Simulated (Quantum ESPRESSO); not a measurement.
## A series of single points on Bi

System: Bi (C2/m, 2 atoms in the cell).
Method: Kohn-Sham DFT of a periodic cell, PBEsol, PseudoDojo 0.4.1 SR PBEsol standard, no spin polarisation (Quantum ESPRESSO 7.5).

The 7 runs differ only in the geometry, by an even scaling of the cell at fixed fractional positions. The structure derives from a Materials Project entry.

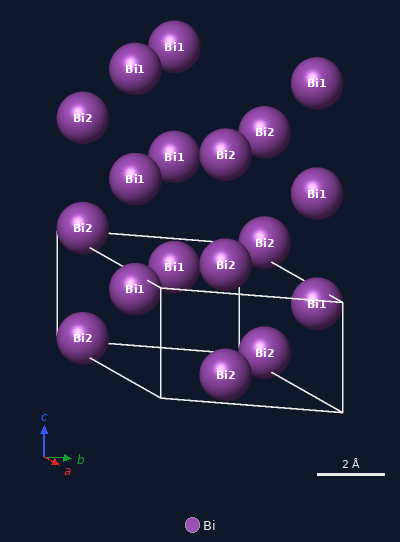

Figure 1. The structure of run 4 (spheres-only view of the cell 2 times as large as that of the calculation, set on its symmetry axes, repeated 1 × 1 × 3, seen at an oblique angle; atoms are numbered from 1 in the order of the input). An atom can appear more than once, as a periodic image.

## The input of run 4
```
&CONTROL
  calculation = 'scf'
  prefix = 'pwscf'
  outdir = './tmp'
  pseudo_dir = './pseudo'
  tprnfor = .true.
  tstress = .true.
  disk_io = 'low'
/
&SYSTEM
  ibrav = 0
  celldm(1) = 8
  nat = 2
  ntyp = 1
  ecutwfc = 66
  nbnd = 22
  occupations = 'smearing'
  smearing = 'fd'
  degauss = 0.00367493
/
&ELECTRONS
  conv_thr = 4d-10
  electron_maxstep = 120
  mixing_beta = 0.5
/
ATOMIC_SPECIES
Bi   208.9804 Bi.upf
CELL_PARAMETERS alat
  0.8240618473647  -0.7399643105035   0.0000000000000
  0.8240618473647   0.7399643105035   0.0000000000000
 -0.2976873753335   0.0000000000000   0.7354695969161
ATOMIC_POSITIONS crystal
Bi     0.7530610000    0.7530610000    0.8573820000
Bi     0.2469390000    0.2469390000    0.1426180000
K_POINTS automatic
6 6 9 0 0 0
```

## File pp_density.in of run 4
```
&INPUTPP
  prefix = 'pwscf'
  outdir = './tmp'
  filplot = 'density.dat'
  plot_num = 0
/
&PLOT
  nfile = 1
  filepp(1) = 'density.dat'
  iflag = 3
  output_format = 6
  fileout = 'density.cube'
/
```

## File pp_potential.in of run 4
```
&INPUTPP
  prefix = 'pwscf'
  outdir = './tmp'
  filplot = 'potential.dat'
  plot_num = 11
/
&PLOT
  nfile = 1
  filepp(1) = 'potential.dat'
  iflag = 3
  output_format = 6
  fileout = 'potential.cube'
/
```

## File pp_elf.in of run 4
```
&INPUTPP
  prefix = 'pwscf'
  outdir = './tmp'
  filplot = 'elf.dat'
  plot_num = 8
/
&PLOT
  nfile = 1
  filepp(1) = 'elf.dat'
  iflag = 3
  output_format = 6
  fileout = 'elf.cube'
/
```

Command:
```bash
OMP_NUM_THREADS=1 mpirun -n 2 pw.x -nk 2 -in pw.in > pw.out
OMP_NUM_THREADS=1 mpirun -n 1 pp.x -in pp_density.in > pp_density.out
OMP_NUM_THREADS=1 mpirun -n 1 pp.x -in pp_potential.in > pp_potential.out
OMP_NUM_THREADS=1 mpirun -n 1 pp.x -in pp_elf.in > pp_elf.out
```

Lattice vectors (Å) and fractional positions of run 4:
```
   3.488598   -3.132578    0.000000
   3.488598    3.132578    0.000000
  -1.260235    0.000000    3.113550
Bi  0.753061  0.753061  0.857382
Bi  0.246939  0.246939  0.142618
```

Run 2 has the same physical settings and fractional positions; its lattice vectors (Å) are:
```
   3.441449   -3.090241    0.000000
   3.441449    3.090241    0.000000
  -1.243203    0.000000    3.071470
```

## Results, with one run withheld

```tsv
run	volume per atom (Å³)	free energy per atom, from the lowest run given (meV)	pressure (GPa)
1	31.984	0.00	0.71
2	32.665	?	?
3	33.345	3.42	−1.53
4	34.026	11.73	−2.46
5	34.706	23.79	−3.29
6	35.387	39.16	−4.03
7	36.067	57.49	−4.68
```

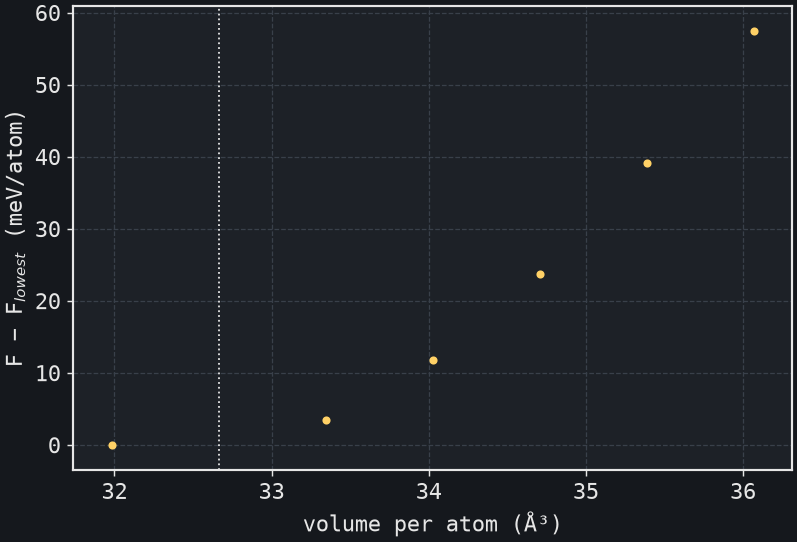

Figure 2. Free energy per atom of the runs given; the dotted line marks run 2.

Estimate the energy of run 2 from the others.

A cubic polynomial in V^(−2/3) (the Birch–Murnaghan form), fitted to the 6 runs given, misses them by at most 0.01 meV per atom. With x = V^(−2/3) − 0.09490 Å⁻², it reads F = 14.574 − 8922.2 x + 1.2619e+06 x² + 4.47e+06 x³ (meV per atom). At run 2 it gives −0.67 meV per atom, and the run itself gives −0.67. The slope of the fit gives a pressure −dF/dV of −0.43 GPa there, and the run prints −0.47 GPa. The fit has its minimum at 32.411 Å³ per atom, where V d²F/dV² gives 55.6 GPa. Cell shape and fractional positions are held, so this is the stiffness under even scaling; the relaxed bulk modulus wasn't computed.

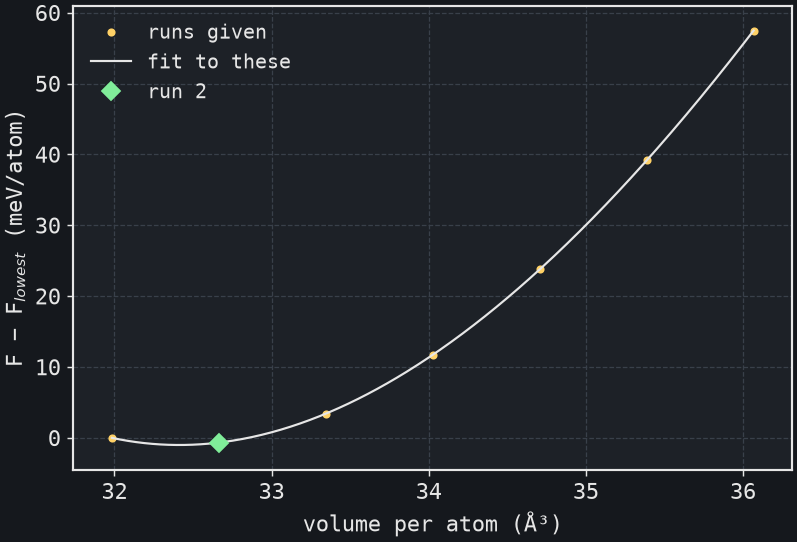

Figure 3. The fit and the withheld run.

## Some lines of the output (run 2)
```
[...]
     unit-cell volume          =     440.8659 (a.u.)^3
     number of k points=    97  Fermi-Dirac smearing, width (Ry)=  0.0037
     total energy              =    -327.71008433 Ry
     total energy              =    -327.71032618 Ry
     total energy              =    -327.71036313 Ry
     total energy              =    -327.71036595 Ry
     total energy              =    -327.71036640 Ry
     total energy              =    -327.71036643 Ry
     the Fermi energy is    10.9028 ev
!    total energy              =    -327.71036643 Ry
     The total energy is F=E-TS. E is the sum of the following terms:
     Computing stress (Cartesian axis) and pressure
          total   stress  (Ry/bohr**3)                   (kbar)     P=       -4.75
```

Notes: Spin–orbit coupling is left out, which matters for Bi.
